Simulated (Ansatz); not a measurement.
# Ballistic area resistance of Tc(0001) films, 1 to 10 layers, between Ir(111) leads (PBEsol) and Rh(111) leads (PBE)

An ordinary metal film doubles its resistance when its thickness doubles, because electrons scatter inside it. A perfect film between perfect leads has nothing inside it to scatter them, yet it still resists the current. What sets that resistance, and does thickness matter at all?

The question can be put as a design exercise, and only as an exercise, since technetium has no stable isotope. A Tc spacer is to sit in a square contact of 20 nm × 20 nm, with Ir or Rh on both sides. It must be at least three layers thick, so that a closed film is plausible, and its ballistic part may add no more than 2 Ω. The calculated quantity is the area resistance of the junction beyond that of the perfect lead.

## Set-up

Planar junctions lead / film / lead, one atom a layer where the face allows, current normal to the layers. Leads are perfect crystals at room-temperature lattice constants. The film takes the lead's in-plane lattice, with its layer spacing set to keep its own atomic volume; all atoms sit on ideal sites and are not relaxed. Program: Ansatz 0.2.0, plane waves with PAW potentials of the set soft_1 (made for PBE) for the lead metals and of Ansatz's own set for Tc, functional as each row names it (PBE, PBEsol), wave cutoff 500 eV for the junctions (separate bulk runs of the lead metals use 420 eV and PBE throughout), Fermi-Dirac smearing of 0.1 eV. No spin polarisation and no spin-orbit coupling. Transport is ballistic and coherent at zero bias (Landauer, wave matching layer by layer), averaged over a mesh of wavevectors across the current and over the Fermi window at 300 K; no phonons or disorder. Selection: Runs whose potential in the leads had a step over 25 meV, or whose mesh the program flagged as unconverged, are left out. Runs with an error estimate over 15 per cent are left out.

Notes on method and selection:

- Interfaces are ideal and ordered, so the wavevector along the interface is conserved; real interfaces are mixed and rough.
- Quantum-well states in the film make the resistance oscillate with thickness.
- The typed smearing and mesh set the lead's Fermi level, which moves conductances of d metals by some per cent, and most where the lead's density of states is steep.
- Spin-orbit coupling is left out where no row notes it, which matters most for the elements from Hf on.
- A perfect film has no bulk resistance here, and nothing scatters electrons between its faces, so the added resistance is not twice a symmetric interface resistance: it holds the mismatch of channels too, since a film with fewer channels than its lead caps the conductance, and swapping film and lead changes it.
- The functional differs between rows (PBE, PBEsol, as each names it), which is to be said wherever rows are compared.
- Runs in which the search for lower states was switched off are not listed.
- Runs that did not converge, have known faults or may not be shown are not listed, and runs on Ansatz's PAW sets soft_1 and soft_2 are kept to separate tables.

Columns:

- layers: atomic layers in the film.
- lead conductance (1e15 S/m²): Sharvin conductance of the perfect lead along the same normal.
- film strain (%): in-plane linear strain of the film on the lead's lattice against its own room-temperature lattice, positive when stretched.
- error estimate (%): the program's own largest estimate of the error of the conductance (mesh, energy step, lead length).
- area resistance (1e-15 Ω m²): area resistance beyond that of the perfect lead, A (1/G - 1/G_lead), both spins.
- transmitted share: conductance divided by the Sharvin conductance of the perfect lead.

Input lines of one member:

```
kpoints:
  mp_grid: { grid: [16, 16, 1] }
hamiltonian:
  xc: pbesol
  pseudopotentials: { kind: paw, azcp: { Ir: "soft_1/Ir.paw.azcp" }, xc_functional: pbe }
scf:
  occupations: { method: fermi_dirac, width: 0.1 }
output:
  transmission: { leads: [[0, 1]], kmesh: [30, 30], e_range: [-1.0, 1.0], de: 0.036 }
```

Command (options for logging and memory left out): `ansatz run input.yaml --threads 4 --backend cpu`

## Results

| member | film and lead, functional | layers | lead conductance (1e15 S/m²) | film strain (%) | error estimate (%) | area resistance (1e-15 Ω m²) | transmitted share |
| --- | --- | --- | --- | --- | --- | --- | --- |
| 3 layers | Tc(0001) in Ir(111), PBEsol | 3 | 1.930 | −0.9 | 9 | 0.793 | 0.395 |
| 5 layers | Tc(0001) in Ir(111), PBEsol | 5 | 1.931 | −0.9 | 10 | 0.901 | 0.365 |
| 6 layers | Tc(0001) in Ir(111), PBEsol | 6 | 1.930 | −0.9 | 6 | 0.858 | 0.377 |
| 8 layers | Tc(0001) in Ir(111), PBEsol | 8 | 1.930 | −0.9 | 6 | 0.767 | 0.403 |
| 10 layers | Tc(0001) in Ir(111), PBEsol | 10 | 1.930 | −0.9 | 7 | 0.796 | 0.394 |
| 1 layer | Tc(0001) in Rh(111), PBE | 1 | 2.228 | −1.9 | 3 | 0.367 | 0.550 |
| 3 layers | Tc(0001) in Rh(111), PBE | 3 | 2.229 | −1.9 | 13 | 0.723 | 0.383 |
| 5 layers | Tc(0001) in Rh(111), PBE | 5 | 2.228 | −1.9 | 7 | 0.837 | 0.349 |
| 7 layers | Tc(0001) in Rh(111), PBE | 7 | 2.228 | −1.9 | 6 | 0.722 | 0.383 |
| 9 layers | Tc(0001) in Rh(111), PBE | 9 | 2.228 | −1.9 | 7 | 0.776 | 0.366 |

area resistance (1e-15 Ω m²) against layers:

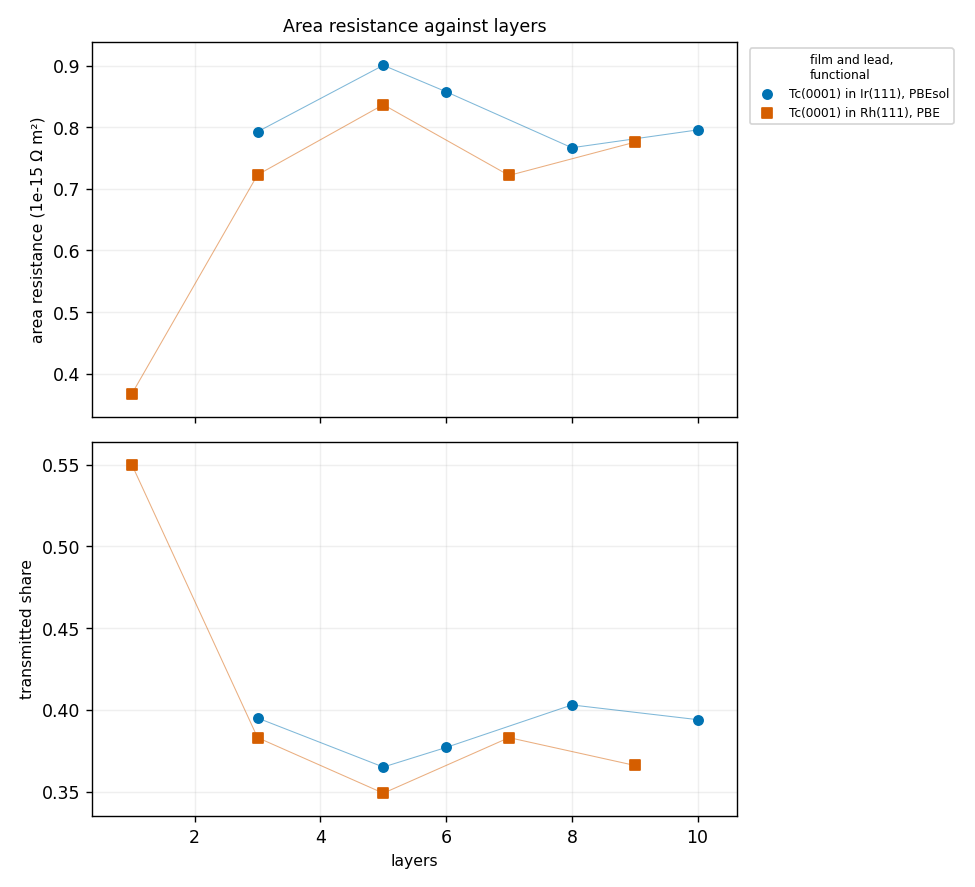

## Mechanism

In Rh(111) the added resistance roughly doubles from one layer to three, 0.723 / 0.367 = 1.97, and then stops growing. In units of 10⁻¹⁵ Ω m² per layer, the slope is (0.723 − 0.367) / 2 = 0.178 at first, but only (0.776 − 0.723) / 6 = 0.009 between three and nine layers, which is zero within the error estimates. In Ir(111) the three-layer and ten-layer films differ by 0.003.

This is what ballistic theory leads one to expect. An electron keeps its wavevector along the interface, so it crosses a thick film only if Tc has a propagating state at that wavevector and energy, and only as well as that state matches those of the lead. Both conditions are independent of thickness, apart from quantum-well oscillations. In a single layer, lead states that would decay inside Tc can still reach the other side, which lowers the resistance. The table gives total conductances, not the separate contributions of propagating and decaying states.

The effect of the lead is weaker. The Ir junctions add more than the Rh junctions by 0.793 − 0.723 = 0.070 at three layers and 0.901 − 0.837 = 0.064 at five, less than the error of either member of each pair. The functional changes along with the lead; at fixed lattice constants that may shift a conductance by roughly a few per cent, so it could supply a good part of the difference. The film is also compressed more in Rh, by 1.9 % against 0.9 %.

The transmitted share points the other way: at three layers it is 0.395 in Ir and 0.383 in Rh. There is no contradiction, because the share is measured against the lead's own conductance, which is larger for Rh by 2.229 / 1.930 = 1.15.

## Outliers

The one-layer film in Rh(111) stands well apart from the rest. Its added resistance lies below the lowest of the thicker Rh films by 0.722 − 0.367 = 0.355, and its error estimate, 3 %, is the smallest in the table, so the drop is numerically sound. Its exact size is less certain: every Tc bond to a neighbouring layer is an interface bond here, and the interface spacing was not relaxed. No one-layer film in Ir is shown, so the drop rests on one lead.

The five-layer film has the highest resistance in both series. The excess over the mean of the other films of three or more layers is about 0.10 in each lead, close to the error, and is not read as a quantum-well peak.

The three-layer film in Rh has the largest error estimate, 13 %, and a further calculation of it gave somewhat different channel counts and transmission at the Fermi level.

## Choosing a member

The contact area is A = 20 × 20 = 400 nm², or 4 × 10⁻¹⁶ m², and the added resistance is R = AR / A, where AR is the tabulated area resistance. With AR in 10⁻¹⁵ Ω m², this is R = AR / 0.40 in ohms.

The thickness condition removes the one-layer film and leaves nine candidates. Three exceed 2 Ω: five layers in Rh (0.837 / 0.40 = 2.09 Ω), six in Ir (0.858 / 0.40 = 2.15 Ω) and five in Ir (0.901 / 0.40 = 2.25 Ω). Six pass at face value: seven and three layers in Rh (both 1.81 Ω), eight in Ir (0.767 / 0.40 = 1.92 Ω), nine in Rh (0.776 / 0.40 = 1.94 Ω), three in Ir (0.793 / 0.40 = 1.98 Ω) and ten in Ir (0.796 / 0.40 = 1.99 Ω).

The error estimate p applies to the whole conductance, so it acts on the lead's share of the resistance as well: δR = p × (AR + 1/G_lead) / A, with 1/G_lead equal to 1 / 2.228 = 0.449 for Rh and 1 / 1.930 = 0.518 for Ir in the same units as AR.

- Seven layers in Rh: 0.06 × (0.722 + 0.449) / 0.40 = 0.18 Ω, upper end (0.722 + 0.06 × (0.722 + 0.449)) / 0.40 = 1.98 Ω.
- Three layers in Rh: 0.13 × (0.723 + 0.449) / 0.40 = 0.38 Ω, upper end (0.723 + 0.13 × (0.723 + 0.449)) / 0.40 = 2.19 Ω.
- Eight layers in Ir: 0.06 × (0.767 + 0.518) / 0.40 = 0.19 Ω, upper end (0.767 + 0.06 × (0.767 + 0.518)) / 0.40 = 2.11 Ω.

The other three also cross the limit once their errors are added. The pick is therefore seven layers in Rh(111), the only candidate whose upper end, to first order in the error, stays below 2 Ω. The margin is just 0.02 Ω, too thin to count as a guarantee. The runner-up depends on the measure: by tabulated resistance it is three layers in Rh, equal to the pick but less well converged; by upper end it is eight layers in Ir.

The pick is a choice of the safest row, not evidence that seven layers conduct better than three. A better converged calculation of the three-layer film could reverse the order. Dropping the thickness condition certainly would: the single layer adds only 0.367 / 0.40 = 0.92 Ω.

## Rules of thumb and their limits

For three to ten layers in Ir and three to nine in Rh, a simple estimate of the added resistance is the mean of the rows in that range. In units of 10⁻¹⁵ Ω m² this is (0.793 + 0.901 + 0.858 + 0.767 + 0.796) / 5 = 0.82 in Ir and (0.723 + 0.837 + 0.722 + 0.776) / 4 = 0.76 in Rh; each row lies on average roughly 0.06 from the mean of the others in its lead. The single layer falls outside this rule.

Two omitted effects can match or exceed the spread of 0.18 among these films. Scattering by phonons and defects inside the film raises the resistance in proportion to thickness: a resistivity of roughly 10⁻⁷ Ω m, typical of transition metals, adds about 0.2 over 2 nm. Interface mixing may change the result by tens of per cent, in either direction, because it opens forbidden channels but also scatters electrons back.

[Logs are printed without paths, hosts, clocks, repeated set-up lines and the standing remarks that a program may print on its own settings, such as how far it seeks lower states.]
